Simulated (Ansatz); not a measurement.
## Band-structure calculation of Ni3Si

The run: band-structure calculation of Ni3Si (Pm-3m, 4 atoms in the cell). Method and program: DFT PBE, scalar-relativistic, plane waves, PAW, no spin polarisation (Ansatz 0.2.0).

The structure derives from an entry of the Crystallography Open Database.

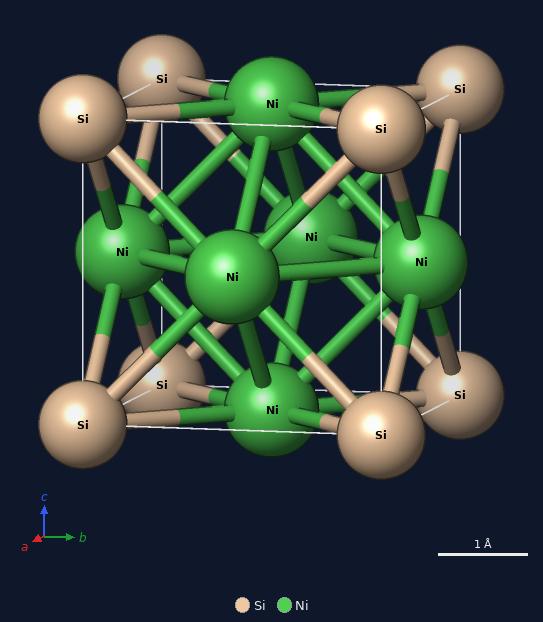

The structure (ball-and-stick view of the cell of the calculation, seen slightly off an axis). An atom can appear more than once, as a periodic image.

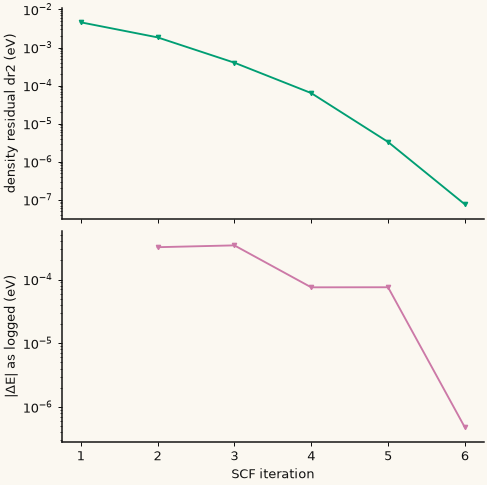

Convergence of the self-consistent field: density residual dr2 and size of the energy change against the SCF iteration. The residual falls at every step.

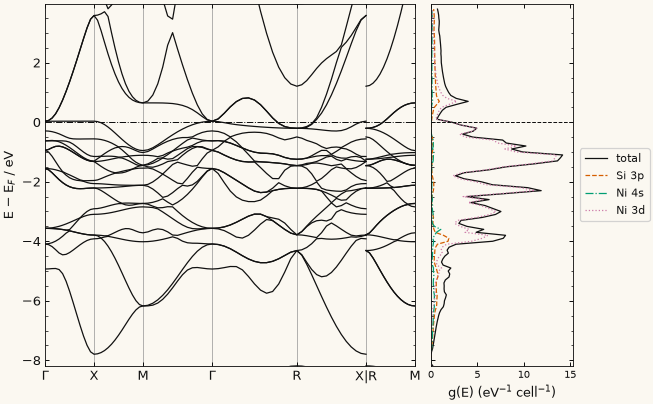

Band structure along Γ–X–M–Γ–R–X|R–M and density of states (projected on Löwdin-orthogonalised atomic shells), with energies from the Fermi level. Bands cross the Fermi level: a metal at this level of theory.

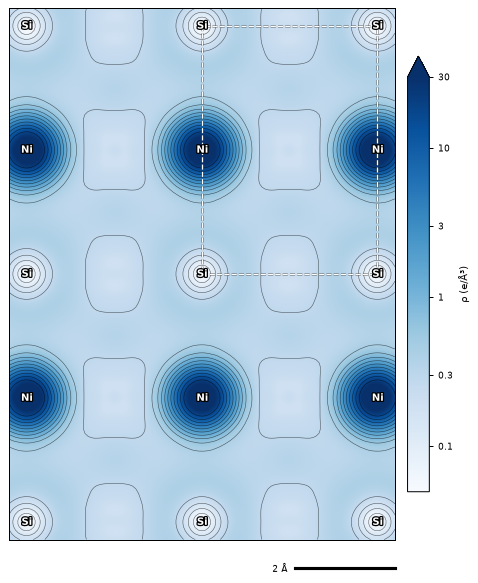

Valence electron density on the (101) plane of the conventional cell. The section cuts through Si and Ni sites. Si–Ni (2.48 Å): ρ is about 0.36 e/Å³ halfway. Away from the nuclei the density in this plane falls to 0.18 e/Å³ at its lowest. Core electrons are frozen (PAW), so the fields are smoothed inside the atomic spheres.

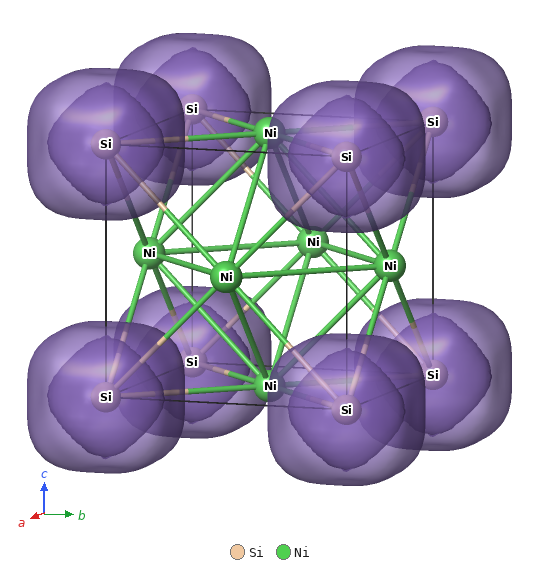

Isosurface of the electron localisation function at 0.55 (purple), seen slightly off an axis. Only the valence region is drawn (cores and ρ < 0.01 e/Å³ removed). Sticks mark near contacts. The outline is the cell set on symmetry axes. Values along the shortest contacts: Si–Ni (2.48 Å): the ELF is about 0.40 at the midpoint. Ni–Ni (2.48 Å): the ELF is about 0.25 at the midpoint (no localised pair between them).

These pictures come from the run below.

## Input file
```yaml
crystal:
  lattice:
    - [3.5062675424, 0.0, 0.0]
    - [0.0, 3.5062675424, 0.0]
    - [0.0, 0.0, 3.5062675424]
  atoms:
    - { symbol: Si, position: [0.0, 0.0, 0.0] }
    - { symbol: Ni, position: [0.0, 0.5, 0.5] }
    - { symbol: Ni, position: [0.5, 0.0, 0.5] }
    - { symbol: Ni, position: [0.5, 0.5, 0.0] }
basis:
  ecutwfc: 420
kpoints:
  mp_grid: { grid: [12, 12, 12] }
  band_path:
    path:
      - [[0.0, 0.0, 0.0], [0.0, 0.5, 0.0], [0.5, 0.5, 0.0], [0.0, 0.0, 0.0], [0.5, 0.5, 0.5], [0.0, 0.5, 0.0]]
      - [[0.5, 0.5, 0.5], [0.5, 0.5, 0.0]]
    npoints: 14
hamiltonian:
  xc: pbe
scf:
  occupations: { method: gaussian, width: 0.1 }
  n_extra_bands: 10
output:
  forces: true
  stress: true
  eigenvalues: true
  populations: true
  dos: { projected: true, de: 0.02, nscf_kmesh: { grid: [18, 18, 18] } }
  bader: true
  write_density: true
  write_potential: true
  elf: true
  volumetric_format: npy
```

Run as:
```bash
ansatz run input.yaml --threads 1 --pin off --max-ram 2560MiB --backend cpu --events-out ev --progress --plain --runs-dir out
```

## Log
```
scf.n_extra_bands = 10 over 29 filled bands (N_el = 58.0): the run solves 39 bands
Engine: ansatz 0.2.0, aarch64-unknown-linux-gnu
Pseudopotentials: kind: paw
Pseudopotential: Si, paw, valence charge 4, recommended cutoff 420 eV (normal), Si.paw.azcp
Pseudopotential: Ni, paw, valence charge 18, recommended cutoff 420 eV (normal), Ni.paw.azcp
Functional definition: PBE
  parameter kappa = 0.804
  parameter beta = 0.06672455060314922
  exchange = pbe_x(kappa = kappa, mu = beta*pi^2/3)
  correlation = pbe_c(beta = beta)
Crystal: 4 atoms, lattice volume = 43.106 Å³
Basis set: ecut = 420 eV, 847 PW (Γ), exchange–correlation on 48×48×48 points (8 copies of the dense FFT grid, shifted against one another)
Bands: 39, of which v1, the nominal top of the filled ones, is band 29 counted from 1 (28 counted from 0)
Symmetry: 48 space group operations
Space group: Pm-3m (ITA 221), of the structure as read, at distance tolerance 3.5e-5 Å
k-points: 84 of 1728
Non-local potential: Si, projectors of the file, l = 0: 2, l = 1: 2, l = 2: 2
Non-local potential: Ni, projectors of the file, l = 0: 3, l = 1: 2, l = 2: 3, l = 3: 1
PAW form: soft (Blöchl's): semilocal exchange-correlation on the pseudo side does not see the compensation charge
PAW one-centre angular grid: Si, 110 points (default); XC on 64 Gauss nodes
PAW one-centre angular grid: Ni, 590 points (default); XC on 64 Gauss nodes
Initial density: superposition of atomic densities (neutral atoms: chi_scale 0, normalization atom), corrected by the library's trained network
Initial wavefunctions: pseudopotential atomic-orbital guess
Functional: x = pbe(κ = 0.804, μ = 0.2195149727645171), c = pbe(β = 0.06672455060314922)
SCF iter   1: F=—  HF=-18156.806735 eV  |F-HF|=—  |Δ(HF+E_count)|=         —  Δρ=3.33e-3  dr2=4.60e-3  ethr=1.77e-3  ⟨swp⟩=5.2  Hψ=12447  notcnv=0  defer=23
preconditioner: auto → Kerker (q_TF=auto, 2.867 Å⁻¹)  [metal: Δε(μ)=0.035 eV  Ē_g=10.263 eV  σ=0.100 eV  W_gap=0.19  n_scr=18 (ndim 8)  ℏωp=33.0 eV  f_vac=0.001  D(μ)=2.07/eV (n_scr^D=18)]
SCF iter   2: F=—  HF=-18156.806413 eV  |F-HF|=—  |Δ(HF+E_count)|=   3.22e-4  Δρ=1.93e-3  dr2=1.85e-3  ethr=7.94e-6  ⟨swp⟩=2.0  Hψ=5601  notcnv=0  defer=64
SCF iter   3: F=—  HF=-18156.806069 eV  |F-HF|=—  |Δ(HF+E_count)|=   3.44e-4  Δρ=1.00e-3  dr2=4.00e-4  ethr=3.20e-6  ⟨swp⟩=2.6  Hψ=4347  notcnv=0  defer=64
SCF iter   4: F=—  HF=-18156.805994 eV  |F-HF|=—  |Δ(HF+E_count)|=   7.55e-5  Δρ=3.62e-4  dr2=6.36e-5  ethr=6.90e-7  ⟨swp⟩=1.2  Hψ=3255  notcnv=0  defer=64
SCF iter   5: F=—  HF=-18156.805918 eV  |F-HF|=—  |Δ(HF+E_count)|=   7.57e-5  Δρ=8.50e-5  dr2=3.31e-6  ethr=1.10e-7  ⟨swp⟩=1.9  Hψ=3629  notcnv=0  defer=64
SCF iter   6: F=-18156.805918 eV  HF=-18156.805918 eV  |F-HF|=2.94e-8  |Δ(HF+E_count)|=   4.77e-7  Δρ=1.53e-5  dr2=7.59e-8  ethr=1.72e-10  ⟨swp⟩=11.6  Hψ=25220  notcnv=0
SCF 1 converged in 6 iterations: F = -18156.805918 eV  dr2 = 7.59e-8
  greatest PAW one-centre occupation: 1.001 electrons in one spin orbital (limit 2), on the Ni atom at site 3 (counted from 0), in its partial waves of l = 1
NSCF: frozen V_eff on 86 k-points
NSCF: frozen V_eff on 220 k-points
SCF converged after 6 iterations
Free energy (F): -18156.805918 eV
Harris-Foulkes:  -18156.805918 eV  (|F-HF|=2.94e-8)
Internal energy: -18156.795392 eV  (E = F + TS)
E sigma→0 (E₀):  -18156.800655 eV
Entropy (-TS):   -0.010525 eV (-2.631 meV/atom)
Fermi energy:    17.512093 eV
--- Per-component energies (eV) ---
  E_band       = -844.832295
  E_kinetic    = 895.852749
  E_local      = -11627.801632  (includes V_loc(G=0)·N_el)
  E_nonlocal   = 1931.864486
  E_hartree    = 4958.654980
  E_xc         = -313.171483
  E_vxc        = -379.746239  (∫ρ·V_xc dr)
  E_paw        = -5403.887707  (= ΣΔE_a)
  E_vpaw       = -1582.309888  (= ΣTr[D̂ρ^β])
  E_aug_tail   = 0.001554  (compensation charges beyond the density's cutoff)
  E_ewald      = -8598.308338
  E_smearing   = -0.010525  (= −TS)
  E_closure    = -0.000000  (closes the sum)
  Σ components = -18156.805918   (vs F -18156.805918, Δ=0.00e0)
--- Forces (eV/Å), atoms counted from 1 ---
  atom   1  Si    -0.00000000    -0.00000000    -0.00000000
  atom   2  Ni     0.00000000     0.00000000    -0.00000000
  atom   3  Ni     0.00000000    -0.00000000     0.00000000
  atom   4  Ni     0.00000000    -0.00000000    -0.00000000
  max |Σ_I F_I| component: 1.17e-28 eV/Å
--- Stress (GPa, compression-positive) ---
        0.009758       0.000000       0.000000
        0.000000       0.009758       0.000000
       -0.000000       0.000000       0.009758
  P = ⅓ Tr σ = 0.0098 GPa (0.098 kbar)
--- Band table (eV; the first three rows and the last of 84) ---
  k-point 0: bands = ["-85.6782", "-85.6424", "-85.6424", "-46.1502", "-46.1502", "-46.1502", "-46.0939", "-46.0939", "-46.0939", "-45.9317", "-45.9317", "-45.9317", "5.5183", "12.5793", "13.4204", "13.4204", "13.9456", "13.9456", "13.9456", "15.9559", "15.9559", "15.9559", "16.5661", "16.5661", "16.5661", "16.8847", "16.8847", "17.2190", "17.5454", "17.5454", "17.5454", "22.2995", "23.8008", "23.8008", "28.0079", "28.0079", "28.0079", "31.4294", "31.4294"]
  k-point 1: bands = ["-85.6776", "-85.6429", "-85.6424", "-46.1490", "-46.1490", "-46.1485", "-46.0943", "-46.0943", "-46.0940", "-45.9337", "-45.9325", "-45.9325", "5.5998", "12.5961", "13.3010", "13.4787", "13.9383", "13.9383", "13.9695", "15.7748", "15.7748", "15.9297", "16.3082", "16.6737", "16.6737", "16.8862", "16.8971", "17.1851", "17.5455", "17.6926", "17.6926", "22.4940", "23.7841", "24.0586", "27.7460", "27.7460", "27.8029", "30.4518", "30.4518"]
  k-point 2: bands = ["-85.6761", "-85.6445", "-85.6424", "-46.1453", "-46.1453", "-46.1436", "-46.0955", "-46.0955", "-46.0943", "-45.9394", "-45.9350", "-45.9350", "5.8413", "12.4840", "13.0675", "13.6469", "13.9121", "13.9121", "14.0382", "15.5139", "15.5139", "15.8546", "15.8998", "16.6939", "16.6939", "16.8208", "16.8864", "17.0875", "17.5458", "18.1652", "18.1652", "22.7150", "23.7348", "24.8918", "26.8791", "26.8791", "27.4139", "30.2569", "30.2569"]
  k-point 83: bands = ["-85.6542", "-85.6542", "-85.6542", "-46.1743", "-46.1743", "-46.1743", "-46.0983", "-46.0400", "-46.0400", "-46.0400", "-45.8995", "-45.8995", "9.3254", "13.1986", "13.1986", "13.1986", "13.7293", "13.7293", "13.7293", "15.2923", "15.2923", "15.2923", "16.0539", "16.0539", "16.0539", "16.2676", "16.2676", "17.0167", "17.3072", "17.3072", "17.3072", "18.7210", "21.4927", "21.4927", "21.4927", "33.9711", "33.9711", "34.4802", "34.4802"]
--- Löwdin populations: 4 sites ---
  site symbol       q [e]
     0     Si      4.4042
     1     Ni     17.6344
     2     Ni     17.6344
     3     Ni     17.6344
  spilling = 0.011943 (of n_electrons = 58.000000)
--- Bader charges: 4 sites ---
  site symbol  charge [e]  shift [e]
     0     Si      0.4198     0.0074
     1     Ni     -0.1399     0.0025
     2     Ni     -0.1399     0.0025
     3     Ni     -0.1399     0.0025
  estimated error of the sums over rays = 3.6e-4 e
```

## File bader_charges.tsv
```
# site	symbol	x_ang	y_ang	z_ang	partial_charge_e	electrons	volume_ang3	relative_density_drop	shared_charge_e	partial_wave_shift_e
# quadrature_error_electrons = 3.6e-4
0	Si	0.0000	0.0000	0.0000	0.41982	13.58018	11.10	-	0.41982	0.00738
1	Ni	0.0000	1.7531	1.7531	-0.13994	28.13994	10.67	-	-0.13994	0.00246
2	Ni	1.7531	0.0000	1.7531	-0.13994	28.13994	10.67	-	-0.13994	0.00246
3	Ni	1.7531	1.7531	0.0000	-0.13994	28.13994	10.67	-	-0.13994	0.00246
```

## File populations.tsv
```
# site	symbol	l	j	q
# orbitals = lowdin
# n_electrons = 58.000000
# spilling = 0.011943
0	Si	0_3S	-	1.458259
0	Si	1_3P	-	2.945965
1	Ni	0_3S	-	1.992454
1	Ni	0_4S	-	0.740429
1	Ni	1_3P	-	5.996374
1	Ni	2_3D	-	8.905103
2	Ni	0_3S	-	1.992454
2	Ni	0_4S	-	0.740429
2	Ni	1_3P	-	5.996374
2	Ni	2_3D	-	8.905103
3	Ni	0_3S	-	1.992454
3	Ni	0_4S	-	0.740429
3	Ni	1_3P	-	5.996374
3	Ni	2_3D	-	8.905103
```

## Key numbers

```json
{"quantity": "outcome", "value": "converged"}
{"quantity": "space group (tolerance 0.01 Å)", "value": "Pm-3m (221)"}
{"quantity": "electrons treated", "value": "58"}
{"quantity": "free energy", "value": "−18156.8059 eV"}
{"quantity": "Fermi energy", "value": "17.512 eV"}
{"quantity": "gap on the k-point mesh", "value": "none (metallic)"}
{"quantity": "pressure", "value": "0.01 GPa"}
{"quantity": "largest force (length of the vector)", "value": "under 0.001 eV/Å"}
{"quantity": "hardware", "value": "1 thread of Arm Neoverse V1, 24 GiB of memory available, shared host"}
{"quantity": "wall time", "value": "51 s"}
{"quantity": "peak memory", "value": "0.44 GiB"}
```

The run has no spin polarisation, so a magnetic state may lie lower.
